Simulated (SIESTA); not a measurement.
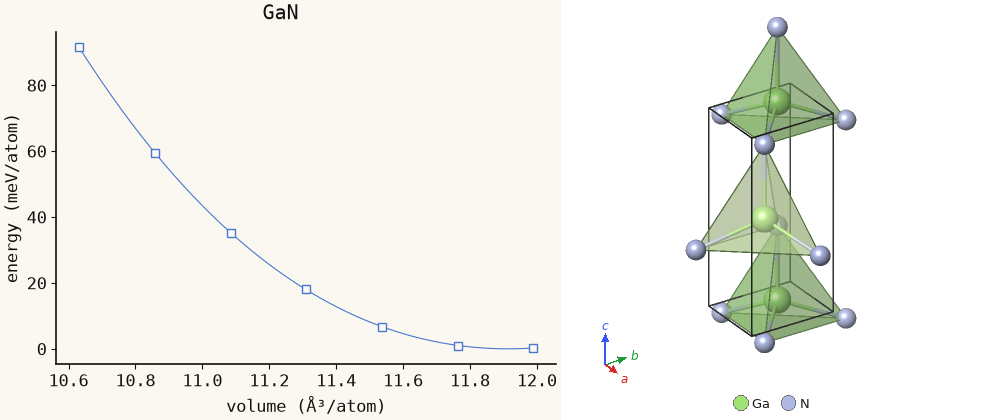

Calculation (SIESTA 5.4.2): DFT in numerical atomic orbitals with pseudopotentials, non-collinear spins; energies at scaled volumes of the given cell, shape and fractions fixed, counted from the fit's minimum, third-order Birch-Murnaghan fit. Level: PBE, spin-orbit coupling, noncollinear.

- k mesh: 8×8×4
- occupations: Fermi–Dirac
- smearing width: 0.05 eV
- potentials: PseudoDojo 0.4 standard, converted to PSML, two zetas on semicore shells
- program settings: basis DZP, mesh cutoff 800 Ry

Cell as given: a = 3.180 Å, b = 3.180 Å, c = 5.166 Å, α = 90.00°, β = 90.00°, γ = 120.00°; 4 atoms.

Figure. Energy against volume for GaN, space group P6_3mc (No. 186). The conventional cell is drawn beside the plot.

A third-order Birch–Murnaghan fit gives V0 = 11.91 Å³/atom, B0 = 170 GPa and B′ = 4.9. The energy falls from 91.47 meV/atom at volume 10.63 Å³/atom to 0.29 meV/atom at 11.99 Å³/atom.

Limits of the calculation: shape and atomic fractions are frozen while scaling, which makes layered, chain and framework solids too stiff.

Input file:
```
from ase import Atoms
from ase.calculators.siesta import Siesta
from ase.units import Ry, GPa
from ase.eos import EquationOfState

atoms = Atoms(
    ['Ga', 'Ga', 'N', 'N'],
    cell=[
        [3.18, 0.0, 0.0],
        [-1.59, 2.753960784, 0.0],
        [0.0, 0.0, 5.166],
    ],
    scaled_positions=[
        [0.6666666667, 0.3333333333, 0.5],
        [0.3333333333, 0.6666666667, 0.0],
        [0.6666666667, 0.3333333333, 0.875],
        [0.3333333333, 0.6666666667, 0.375],
    ],
    pbc=True,
)

fdf = {
    'SCFMustConverge': False,
    'DM.InitSpin': ['  1   0.000     0.00     0.00', '  2   0.000     0.00     0.00', '  3   0.000     0.00     0.00', '  4   0.000     0.00     0.00'],
    'WriteOrbMom': 'true',
    'OccupationFunction': 'FD',
    'ElectronicTemperature': '0.05 eV',
    'MaxSCFIterations': '120',
    'SCF.Mixer.Method': 'Pulay',
    'SCF.Mixer.Weight': '0.25',
    'SCF.Mixer.History': '8',
    'SCF.DM.Tolerance': '5.0e-05',
    'SCF.H.Tolerance': '1.0e-03 eV',
    'WriteForces': 'true',
    'Charge.Mulliken': 'end',
    'PAO.Basis': ['Ga.1 4', 'n=4 0 2', '  6.575 0.000', 'n=4 1 2', '  9.448 0.000', 'n=3 2 2', '  3.590 0.000', 'n=4 2 1', '  9.448'],
}
calc = Siesta(
    label="GaN",
    command="siesta < PREFIX.fdf > PREFIX.out",
    pseudo_path="pseudos",
    pseudo_qualifier="",
    xc=('GGA', 'PBE'),
    basis_set="DZP",
    mesh_cutoff=800 * Ry,
    energy_shift=0.003 * Ry,
    kpts=[8, 8, 4],
    spin="spin-orbit",
    fdf_arguments=fdf,
)
atoms.calc = calc

cell0 = atoms.cell.copy()
volumes, energies = [], []
for x in [0.94, 0.96, 0.98, 1.0, 1.02, 1.04, 1.06]:
    atoms.set_cell(cell0 * x ** (1 / 3), scale_atoms=True)
    volumes.append(atoms.get_volume() / len(atoms))
    energies.append(atoms.get_potential_energy(force_consistent=True) / len(atoms))
    print(f"V = {volumes[-1]:.5f} A^3/atom   F = {energies[-1]:.6f} eV/atom", flush=True)
v0, e0, b0 = EquationOfState(volumes, energies, eos="birchmurnaghan").fit()
print(f"v0 = {v0:.4f} A^3/atom, e0 = {e0:.5f} eV/atom, B0 = {b0 / GPa:.1f} GPa")
```

Run as:
```bash
python run.py
```
